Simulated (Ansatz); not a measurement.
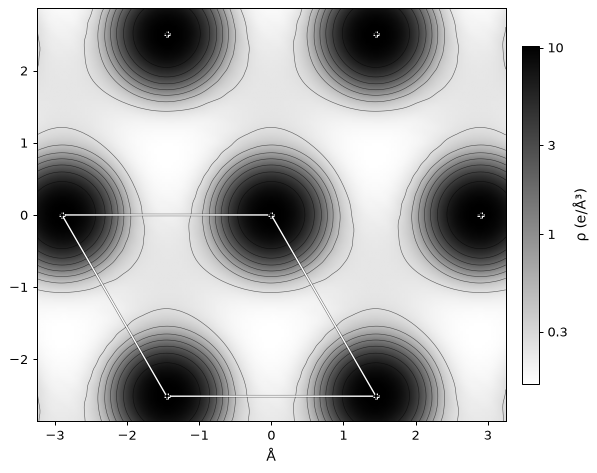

The valence electron density on a plane through atoms (crosses mark nuclei in the plane).

Computed with DFT, PBEsol, PAW with Ansatz's default frozen-core files, scalar-relativistic; relaxation of cell and atoms (Ansatz).

Candidates:
A. Be₂C, a = 4.29 Å, b = 4.29 Å, c = 4.31 Å, α = 90.00°, β = 90.00°, γ = 90.00°. Space group I4/mmm; changed on purpose from its base cell (in-plane strain -0.005, out-of-plane length and atoms relaxed by PAW); computed pressure about 2 GPa in this cell.
B. Ti, a = 2.90 Å, b = 2.90 Å, c = 4.59 Å, α = 90.00°, β = 90.00°, γ = 120.00°. Space group P6₃/mmc; computed without spin polarisation.
C. Li, a = 3.06 Å, b = 3.06 Å, c = 5.00 Å, α = 90.00°, β = 90.00°, γ = 120.00°. Space group P6₃/mmc.

Which system is this?

Candidate B: Ti on the (001) plane of the conventional cell, which holds Ti. Ti–Ti (2.90 Å): ρ is about 0.2 e/Å³ halfway.
